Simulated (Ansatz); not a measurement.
**Geometry relaxation, with input and output: SnO₂**

- system: SnO₂ (6 atoms in the cell)
- method: DFT PBE, scalar-relativistic, plane waves, PAW, no spin polarisation (Ansatz 0.2.0)

The structure was made by a generator, so it may or may not be a known phase. Figures and captions count atoms from 1; the log counts them from 0 in places.

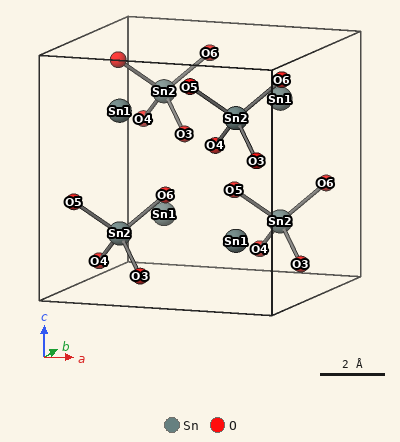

Figure 1. The starting structure (ball-and-stick view of the cell 4 times as large as that of the calculation, set on its symmetry axes, seen slightly off an axis; atoms are numbered from 1 in the order of the input). An atom can appear more than once, as a periodic image.

Summary

| quantity | value |
| --- | --- |
| outcome | converged |
| space group (tolerance 0.01 Å) | F-43m (216) |
| electrons treated | 52 |
| free energy | −14307.5103 eV |
| Fermi energy | 3.712 eV |
| gap on the k-point mesh | none (metallic) |
| pressure | 0.02 GPa |
| final volume | 122.17 Å³ |
| largest force (length of the vector) at the end | 0.004 eV/Å |
| final cell | a = 5.570 Å, b = 5.570 Å, c = 5.570 Å, α = 60.00°, β = 60.00°, γ = 60.00° |
| hardware | 1 thread of Arm Neoverse V1, 24 GiB of memory available, shared host |
| wall time | 40 s |
| peak memory | 0.39 GiB |

Input file
```yaml
crystal:
  lattice:
    - [0.0, 3.9338670533, 3.9338670533]
    - [3.9338670533, 0.0, 3.9338670533]
    - [3.9338670533, 3.9338670533, 0.0]
  atoms:
    - { symbol: Sn, position: [0.25, 0.25, 0.25] }
    - { symbol: Sn, position: [0.75, 0.75, 0.75] }
    - { symbol: O, position: [0.6073431726, 0.1779704821, 0.6073431726] }
    - { symbol: O, position: [0.6073431726, 0.6073431726, 0.6073431726] }
    - { symbol: O, position: [0.1779704821, 0.6073431726, 0.6073431726] }
    - { symbol: O, position: [0.6073431726, 0.6073431726, 0.1779704821] }
basis:
  ecutwfc: 420
kpoints:
  mp_grid: { grid: [8, 8, 8] }
hamiltonian:
  xc: pbe
scf:
  occupations: { method: gaussian, width: 0.1 }
output:
  forces: true
  stress: true
  eigenvalues: true
  write_density: true
  write_potential: true
  elf: true
  volumetric_format: npy
relax:
  adjacent_minimum: "off"
  f_tol: 0.01
  max_steps: 80
  cell: { stress_tol: 0.05 }
```

Launch command:
```bash
ansatz run input.yaml --threads 1 --pin off --max-ram 2560MiB --backend cpu --events-out ev --progress --plain --runs-dir out
```

Log
```
Engine: ansatz 0.2.0, aarch64-unknown-linux-gnu
Pseudopotentials: kind: paw
Pseudopotential: Sn, paw, valence charge 14, recommended cutoff 420 eV (normal), Sn.paw.azcp
Pseudopotential: O, paw, valence charge 6, recommended cutoff 420 eV (normal), O.paw.azcp
Functional definition: PBE
  parameter kappa = 0.804
  parameter beta = 0.06672455060314922
  exchange = pbe_x(kappa = kappa, mu = beta*pi^2/3)
  correlation = pbe_c(beta = beta)
Crystal: 6 atoms, lattice volume = 121.756 Å³
Basis set: ecut = 420 eV, 2421 PW (Γ), exchange–correlation on 80×80×80 points (8 copies of the dense FFT grid, shifted against one another)
Bands: 32, of which v1, the nominal top of the filled ones, is band 26 counted from 1 (25 counted from 0)
Symmetry: 24 space group operations
Space group: F-43m (ITA 216), of the structure as read, at distance tolerance 5.0e-5 Å
k-points: 29 of 512 (time reversal used)
Non-local potential: Sn, projectors of the file, l = 0: 2, l = 1: 2, l = 2: 2, l = 3: 2
Non-local potential: O, projectors of the file, l = 0: 2, l = 1: 2, l = 2: 1
PAW form: soft (Blöchl's): semilocal exchange-correlation on the pseudo side does not see the compensation charge
PAW one-centre angular grid: Sn, 590 points (default); XC on 64 Gauss nodes
PAW one-centre angular grid: O, 110 points (default); XC on 64 Gauss nodes
Initial density: superposition of atomic densities (neutral atoms: chi_scale 0, normalization atom), corrected by the library's trained network
Initial wavefunctions: pseudopotential atomic-orbital guess
Functional: x = pbe(κ = 0.804, μ = 0.2195149727645171), c = pbe(β = 0.06672455060314922)
SCF iter   1: F=—  HF=-14307.527660 eV  |F-HF|=—  |Δ(HF+E_count)|=         —  Δρ=1.08e-2  dr2=6.18e-2  ethr=1.77e-3  ⟨swp⟩=6.5  Hψ=4273  notcnv=0
preconditioner: auto → LDOS  [metal: Δε(μ)=0.029 eV  Ē_g=14.849 eV  σ=0.100 eV  W_gap=0.16  n_scr=26 (ndim 8)  ℏωp=24.3 eV  f_vac=0.156  D(μ)=16.19/eV (n_scr^D=258)  β→1.0]
SCF iter   2: F=—  HF=-14307.513643 eV  |F-HF|=—  |Δ(HF+E_count)|=   1.40e-2  Δρ=6.33e-3  dr2=1.67e-2  ethr=1.19e-4  ⟨swp⟩=2.1  Hψ=1608  notcnv=0  defer=29
SCF iter   3: F=—  HF=-14307.510255 eV  |F-HF|=—  |Δ(HF+E_count)|=   3.39e-3  Δρ=1.06e-3  dr2=1.16e-3  ethr=3.21e-5  ⟨swp⟩=2.0  Hψ=1200  notcnv=0  defer=29
SCF iter   4: F=—  HF=-14307.510157 eV  |F-HF|=—  |Δ(HF+E_count)|=   9.81e-5  Δρ=4.66e-4  dr2=3.21e-4  ethr=2.24e-6  ⟨swp⟩=2.2  Hψ=1512  notcnv=0  defer=29
SCF iter   5: F=—  HF=-14307.510174 eV  |F-HF|=—  |Δ(HF+E_count)|=   1.69e-5  Δρ=2.69e-4  dr2=9.24e-5  ethr=6.17e-7  ⟨swp⟩=2.9  Hψ=1330  notcnv=0  defer=29
SCF iter   6: F=—  HF=-14307.510200 eV  |F-HF|=—  |Δ(HF+E_count)|=   2.69e-5  Δρ=8.65e-5  dr2=8.38e-6  ethr=1.78e-7  ⟨swp⟩=2.0  Hψ=1463  notcnv=0  defer=29
SCF iter   7: F=—  HF=-14307.510201 eV  |F-HF|=—  |Δ(HF+E_count)|=   9.32e-7  Δρ=1.31e-5  dr2=1.21e-7  ethr=1.61e-8  ⟨swp⟩=2.9  Hψ=1683  notcnv=0  defer=29
SCF iter   8: F=-14307.510201 eV  HF=-14307.510201 eV  |F-HF|=1.53e-10  |Δ(HF+E_count)|=   1.02e-7  Δρ=2.65e-6  dr2=6.67e-9  ethr=1.92e-10  ⟨swp⟩=14.1  Hψ=6982  notcnv=0
SCF 1 converged in 8 iterations: F = -14307.510201 eV  dr2 = 6.67e-9
  greatest PAW one-centre occupation: 0.993 electrons in one spin orbital (limit 2), on the Sn atom at site 1 (counted from 0), in its partial waves of l = 2
relax step   1: F+E_penalty+E_count = -14307.51020148 eV  Δ(F+E_penalty+E_count) = +0.000e0 eV  max|allowed force component| = 6.245e-3 eV/Å  Δτ_max = 0.0000 Å  P = +0.142 GPa  Ω = 121.756 Å³  (8 SCF iters, dr2 threshold 1.00e-7 eV, accepted)
Crystal: 6 atoms, lattice volume = 122.174 Å³
Initial density: handed on by an earlier stage of this run
Initial wavefunctions: those handed on with the density
iter 1 solved again at ethr=2.43e-7 eV; its pass at ethr=3.10e-3 eV (dr2=1.26e-4 eV) is discarded
SCF iter   1: F=—  HF=-14307.509253 eV  |F-HF|=—  |Δ(HF+E_count)|=         —  Δρ=2.67e-4  dr2=1.11e-4  ethr=2.43e-7  ⟨swp⟩=2.0  Hψ=4455  notcnv=0
preconditioner: auto → LDOS  [metal: Δε(μ)=0.010 eV  Ē_g=14.797 eV  σ=0.100 eV  W_gap=0.06  n_scr=26 (ndim 8)  ℏωp=24.2 eV  f_vac=0.160  D(μ)=15.33/eV (n_scr^D=228)  β→1.0]
SCF iter   2: F=—  HF=-14307.509227 eV  |F-HF|=—  |Δ(HF+E_count)|=   2.64e-5  Δρ=1.48e-4  dr2=1.14e-5  ethr=2.13e-7  ⟨swp⟩=2.6  Hψ=1712  notcnv=0
SCF iter   3: F=—  HF=-14307.509270 eV  |F-HF|=—  |Δ(HF+E_count)|=   4.35e-5  Δρ=4.90e-5  dr2=3.11e-6  ethr=2.18e-8  ⟨swp⟩=2.0  Hψ=1658  notcnv=0
SCF iter   4: F=—  HF=-14307.509270 eV  |F-HF|=—  |Δ(HF+E_count)|=   3.06e-7  Δρ=2.74e-5  dr2=1.20e-6  ethr=5.98e-9  ⟨swp⟩=2.0  Hψ=1689  notcnv=0
SCF iter   5: F=—  HF=-14307.509270 eV  |F-HF|=—  |Δ(HF+E_count)|=   2.10e-7  Δρ=1.27e-5  dr2=2.18e-7  ethr=2.30e-9  ⟨swp⟩=2.8  Hψ=1597  notcnv=0
SCF iter   6: F=-14307.509270 eV  HF=-14307.509270 eV  |F-HF|=2.67e-8  |Δ(HF+E_count)|=   4.44e-9  Δρ=4.99e-6  dr2=2.78e-8  ethr=9.69e-11  ⟨swp⟩=10.2  Hψ=6285  notcnv=0
SCF 2 converged in 6 iterations: F = -14307.509270 eV  dr2 = 2.78e-8
relax step   2: F+E_penalty+E_count = -14307.50926983 eV  Δ(F+E_penalty+E_count) = +9.316e-4 eV  max|allowed force component| = 2.421e-3 eV/Å  Δτ_max = 0.0018 Å  P = +0.002 GPa  Ω = 122.174 Å³  energy of the carried Pulay correction = -1.144e-3 eV  (6 SCF iters, dr2 threshold 5.04e-8 eV, accepted)
Initial wavefunctions: pseudopotential atomic-orbital guess (no wavefunctions were taken with the density)
iter 1 solved again at ethr=1.22e-7 eV; its pass at ethr=3.10e-3 eV (dr2=6.35e-5 eV) is discarded
SCF iter   1: F=—  HF=-14307.509743 eV  |F-HF|=—  |Δ(HF+E_count)|=         —  Δρ=8.30e-5  dr2=2.68e-7  ethr=1.22e-7  ⟨swp⟩=3.3  Hψ=6689  notcnv=0
preconditioner: auto → LDOS  [metal: Δε(μ)=0.009 eV  Ē_g=14.798 eV  σ=0.100 eV  W_gap=0.05  n_scr=26 (ndim 8)  ℏωp=24.2 eV  f_vac=0.160  D(μ)=15.31/eV (n_scr^D=228)  β→1.0]
SCF iter   2: F=—  HF=-14307.510286 eV  |F-HF|=—  |Δ(HF+E_count)|=   5.43e-4  Δρ=6.08e-6  dr2=3.01e-8  ethr=5.16e-10  ⟨swp⟩=3.0  Hψ=1843  notcnv=0
SCF iter   3: F=—  HF=-14307.510286 eV  |F-HF|=—  |Δ(HF+E_count)|=   2.07e-8  Δρ=2.35e-6  dr2=6.00e-9  ethr=5.80e-11  ⟨swp⟩=2.0  Hψ=1656  notcnv=0
SCF iter   4: F=—  HF=-14307.510286 eV  |F-HF|=—  |Δ(HF+E_count)|=   4.10e-8  Δρ=1.26e-6  dr2=1.92e-9  ethr=1.15e-11  ⟨swp⟩=2.1  Hψ=1562  notcnv=0
SCF iter   5: F=—  HF=-14307.510286 eV  |F-HF|=—  |Δ(HF+E_count)|=   1.02e-9  Δρ=8.16e-7  dr2=7.05e-10  ethr=3.70e-12  ⟨swp⟩=2.3  Hψ=1386  notcnv=0
SCF iter   6: F=—  HF=-14307.510286 eV  |F-HF|=—  |Δ(HF+E_count)|=   1.51e-9  Δρ=4.24e-7  dr2=2.11e-10  ethr=1.36e-12  ⟨swp⟩=1.4  Hψ=1030  notcnv=0
SCF iter   7: F=-14307.510286 eV  HF=-14307.510286 eV  |F-HF|=3.64e-12  |Δ(HF+E_count)|=  4.37e-11  Δρ=6.84e-8  dr2=4.36e-12  ethr=1.00e-12  ⟨swp⟩=5.2  Hψ=4893  notcnv=0
SCF 3 converged in 7 iterations: F = -14307.510286 eV  dr2 = 4.36e-12
relax step   3: F+E_penalty+E_count = -14307.51028572 eV  Δ(F+E_penalty+E_count) = -1.016e-3 eV  max|allowed force component| = 2.360e-3 eV/Å  Δτ_max = 0.0000 Å  P = +0.018 GPa  Ω = 122.174 Å³  stress off target by 1.79e-2 GPa  SCF on the basis re-selected at this cell (its energy is not comparable with the rows above)  (7 SCF iters)
```

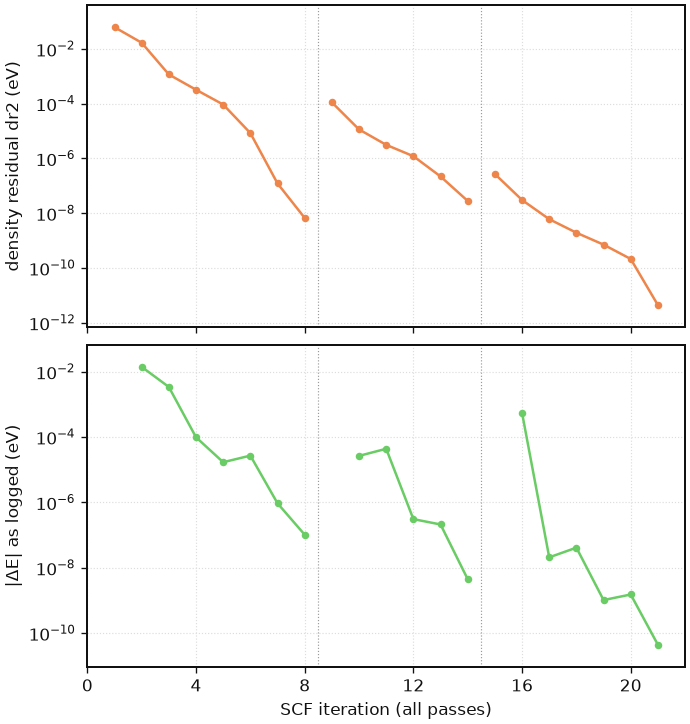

Figure 2. Convergence of the self-consistent field: density residual dr2 and size of the energy change against the SCF iteration. The dotted lines part the SCF passes of the relaxation: geometry steps, rejected trials and re-solves on a re-selected basis. The passes take 8, 6 and 7 iterations.

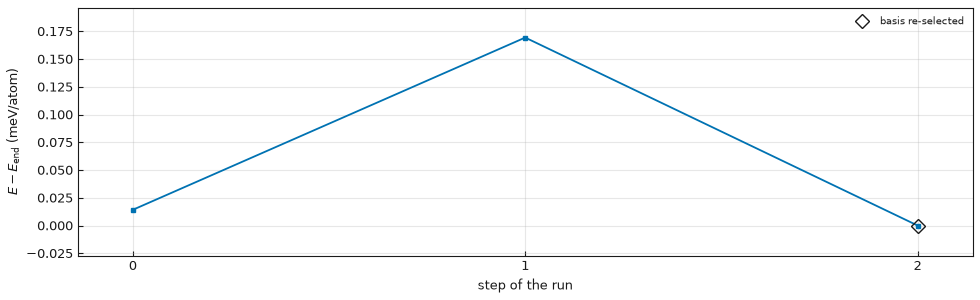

Figure 3. Progress of the relaxation, step by step (the first geometry is step 0 here and step 1 in the log). The atoms keep their places relative to the cell (all moves are under 0.005 Å). Cell: a = b = c 7.868 → 7.877 Å (+0.1 %). Volume +0.3 %. The space group stays F-43m (No. 216). Over 1 geometry step the energy rises by 0.2 meV per atom. Largest force component: 0.0062 eV/Å at the start, 0.0024 eV/Å at the end. Pressure: 0.14 GPa at the start and 0.02 GPa at the end. A last SCF at the same geometry on a re-selected plane-wave basis shifts the energy by −0.2 meV per atom.

```
basis re-selected at this cell: Δ(F+E_penalty+E_count) = -1.016e-3 eV, ΔP = +0.015 GPa vs the last step (what re-selecting the basis moved, of the pressure what is left beyond the Pulay correction that the steps carried, after the strain that the cell walked since its last selection, with what the two solves' SCF thresholds leave and, on support functions, any second-order correction that the steps lacked; it is no measure of the basis error at this ecutwfc). This SCF's stress stands 1.79e-2 GPa from its target on what of the cell is left free (relax.cell.stress_tol is 5.00e-2 GPa) and its largest allowed force component is 2.36e-3 eV/Å (relax.f_tol is 1.00e-2 eV/Å): within both
SCF converged after 7 iterations
Free energy (F): -14307.510286 eV
Harris-Foulkes:  -14307.510286 eV  (|F-HF|=3.64e-12)
Internal energy: -14307.433729 eV  (E = F + TS)
E sigma→0 (E₀):  -14307.472007 eV
Entropy (-TS):   -0.076557 eV (-12.759 meV/atom)
Fermi energy:    3.711704 eV
--- Per-component energies (eV) ---
  E_band       = -407.345389
  E_kinetic    = 1053.526670
  E_local      = -4245.844318  (includes V_loc(G=0)·N_el)
  E_nonlocal   = 129.871600
  E_hartree    = 2031.656235
  E_xc         = -1052.047536
  E_vxc        = -557.268181  (∫ρ·V_xc dr)
  E_paw        = -8902.673336  (= ΣΔE_a)
  E_vpaw       = -850.952684  (= ΣTr[D̂ρ^β])
  E_aug_tail   = 0.009115  (compensation charges beyond the density's cutoff)
  E_ewald      = -3321.932160
  E_smearing   = -0.076557  (= −TS)
  E_closure    = 0.000000  (closes the sum)
  Σ components = -14307.510286   (vs F -14307.510286, Δ=0.00e0)
--- Forces (eV/Å), atoms counted from 1 ---
  atom   1  Sn    -0.00000000     0.00000000     0.00000000
  atom   2  Sn    -0.00000000     0.00000000     0.00000000
  atom   3  O      0.00236029    -0.00236029     0.00236029
  atom   4  O     -0.00236029    -0.00236029    -0.00236029
  atom   5  O     -0.00236029     0.00236029     0.00236029
  atom   6  O      0.00236029     0.00236029    -0.00236029
  max |Σ_I F_I| component: 2.08e-16 eV/Å
--- Stress (GPa, compression-positive) ---
        0.017917       0.000000       0.000000
        0.000000       0.017917       0.000000
        0.000000      -0.000000       0.017917
  P = ⅓ Tr σ = 0.0179 GPa (0.179 kbar)
--- Band table (eV; the first three rows and the last of 29) ---
  k-point 0: bands = ["-18.2083", "-18.2083", "-18.2068", "-18.2068", "-18.2068", "-16.5150", "-16.5150", "-16.5150", "-15.9291", "-15.9291", "-13.8332", "-11.7046", "-11.7046", "-11.7046", "-2.6961", "-2.0147", "0.4373", "0.4373", "0.4373", "2.0602", "2.0602", "3.7041", "3.7041", "3.7041", "3.7132", "3.7132", "3.7132", "6.2786", "6.2786", "6.2786", "7.3540", "11.4562"]
  k-point 1: bands = ["-18.2083", "-18.2083", "-18.2068", "-18.2067", "-18.2067", "-16.5200", "-16.5146", "-16.5146", "-15.9291", "-15.9291", "-13.7833", "-11.7756", "-11.7066", "-11.7066", "-2.5759", "-2.0699", "0.4976", "0.4976", "0.5317", "2.0373", "2.0373", "3.4685", "3.5716", "3.5716", "3.7144", "3.7406", "3.7406", "6.0125", "6.3462", "6.3462", "7.7432", "10.9810"]
  k-point 2: bands = ["-18.2084", "-18.2084", "-18.2069", "-18.2065", "-18.2065", "-16.5320", "-16.5137", "-16.5137", "-15.9292", "-15.9292", "-13.6484", "-11.9603", "-11.7115", "-11.7115", "-2.2951", "-2.1511", "0.6525", "0.6525", "0.7312", "2.0097", "2.0097", "2.9161", "3.2480", "3.2480", "3.7172", "3.7767", "3.7767", "5.6775", "6.5060", "6.5060", "8.3537", "10.4714"]
  k-point 28: bands = ["-18.2090", "-18.2083", "-18.2071", "-18.2062", "-18.2060", "-16.5613", "-16.5105", "-16.5101", "-15.9295", "-15.9288", "-13.1229", "-12.5677", "-11.7385", "-11.7384", "-2.3649", "-1.0267", "-0.0608", "1.0703", "1.7312", "1.8671", "1.9122", "2.1312", "2.5406", "3.2052", "3.2173", "3.3664", "3.6548", "6.0327", "6.4844", "6.5338", "8.9468", "10.4741"]
--- Relaxed structure (2 steps of the walk, 2 accepted, 1 SCFs on fresh bases) ---
  F+E_penalty+E_count = -14307.51028572 eV   max|allowed force component| = 2.360e-3 eV/Å   (the final SCF, on the basis selected at the relaxed cell)
  cell:  # Å, volume = 122.1743 Å³
    - [3.0572232197373543e-34, 3.9383711208503986, 3.9383711208503986]
    - [3.9383711208503986, -2.2419636944740597e-33, 3.9383711208503986]
    - [3.9383711208503986, 3.9383711208503986, -2.3438711351319716e-33]
  atoms:
    - { symbol: Sn, position: [0.24999999999999997, 0.24999999999999997, 0.24999999999999997] }
    - { symbol: Sn, position: [0.7499999999999999, 0.7499999999999999, 0.7499999999999999] }
    - { symbol: O, position: [0.6074775369637494, 0.17756738910875158, 0.6074775369637494] }
    - { symbol: O, position: [0.6074775369637494, 0.6074775369637494, 0.6074775369637494] }
    - { symbol: O, position: [0.17756738910875158, 0.6074775369637494, 0.6074775369637494] }
    - { symbol: O, position: [0.6074775369637494, 0.6074775369637494, 0.17756738910875158] }
```

Trajectory as extended XYZ (Å, eV, eV/Å), 3 frames, from step=1 to step=3
```
6
Lattice="0.0000 3.9339 3.9339 3.9339 0.0000 3.9339 3.9339 3.9339 0.0000" Properties=species:S:1:pos:R:3:forces:R:3 step=1 energy=-14307.51020 pressure_GPa=0.14
Sn    1.9669    1.9669    1.9669    0.0000   0.0000   0.0000
Sn    5.9008    5.9008    5.9008    0.0000   0.0000   0.0000
O     3.0893    4.7784    3.0893   -0.0062   0.0062  -0.0062
O     4.7784    4.7784    4.7784    0.0062   0.0062   0.0062
O     4.7784    3.0893    3.0893    0.0062  -0.0062  -0.0062
O     3.0893    3.0893    4.7784   -0.0062  -0.0062   0.0062
6
Lattice="0.0000 3.9384 3.9384 3.9384 0.0000 3.9384 3.9384 3.9384 0.0000" Properties=species:S:1:pos:R:3:forces:R:3 step=2 energy=-14307.50927 pressure_GPa=0.00
Sn    1.9692    1.9692    1.9692    0.0000   0.0000   0.0000
Sn    5.9076    5.9076    5.9076    0.0000   0.0000   0.0000
O     3.0918    4.7849    3.0918    0.0024  -0.0024   0.0024
O     4.7849    4.7849    4.7849   -0.0024  -0.0024  -0.0024
O     4.7849    3.0918    3.0918   -0.0024   0.0024   0.0024
O     3.0918    3.0918    4.7849    0.0024   0.0024  -0.0024
6
Lattice="0.0000 3.9384 3.9384 3.9384 0.0000 3.9384 3.9384 3.9384 0.0000" Properties=species:S:1:pos:R:3:forces:R:3 step=3 energy=-14307.51029 pressure_GPa=0.02
Sn    1.9692    1.9692    1.9692    0.0000   0.0000   0.0000
Sn    5.9076    5.9076    5.9076    0.0000   0.0000   0.0000
O     3.0918    4.7849    3.0918    0.0024  -0.0024   0.0024
O     4.7849    4.7849    4.7849   -0.0024  -0.0024  -0.0024
O     4.7849    3.0918    3.0918   -0.0024   0.0024   0.0024
O     3.0918    3.0918    4.7849    0.0024   0.0024  -0.0024
```

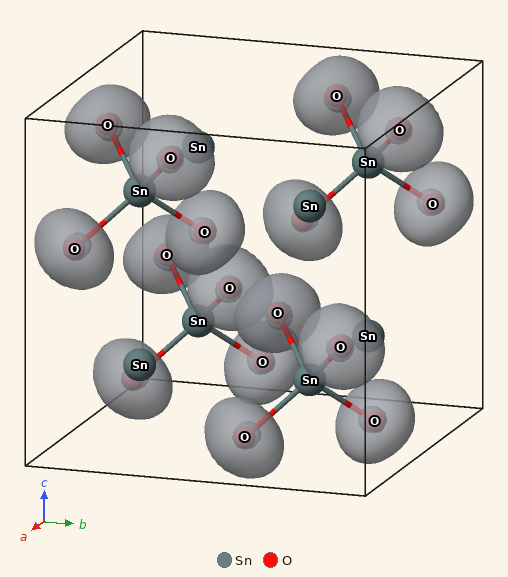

Figure 4. Isosurface of the electron localisation function at 0.65 (grey), seen slightly off an axis. Only the valence region is drawn (cores and ρ < 0.01 e/Å³ removed). Sticks mark near contacts. The outline is the cell set on symmetry axes. Profiles from the grid: Sn–O (1.94 Å): the ELF is about 0.25 at the midpoint (a polar contact without a shared pair, in a metal). In a PAW calculation such maps are meaningful between the atoms, not at the nuclei.

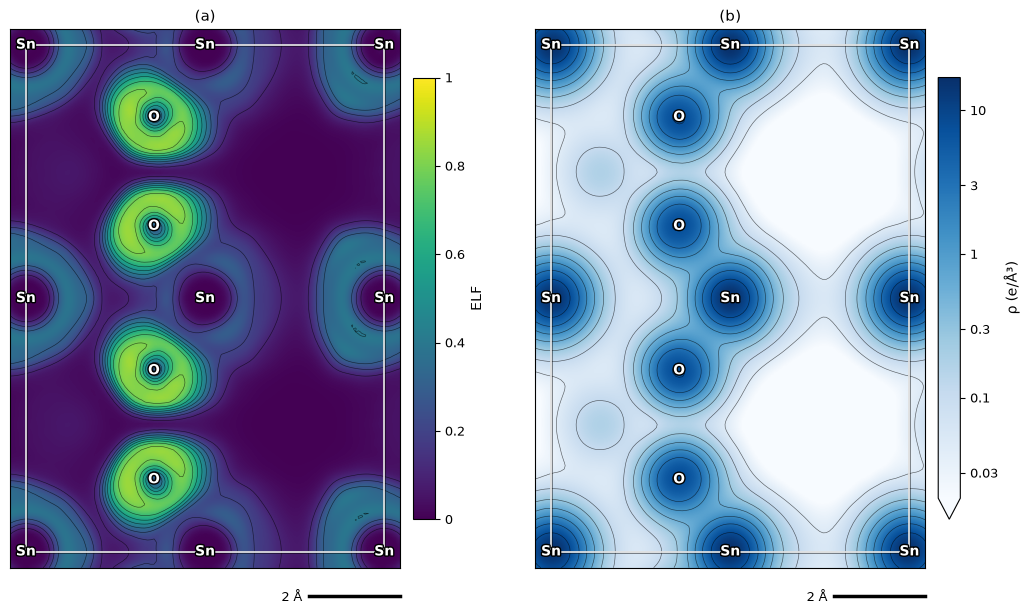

Figure 5. (a) electron localisation function; (b) valence electron density on the (110) plane of the conventional cell. The section cuts through Sn and O sites. Sn–O (1.94 Å): ρ is about 0.86 e/Å³ halfway; the ELF is about 0.25 at the midpoint (a polar contact without a shared pair, in a metal). The density dies away to nearly zero in the voids.
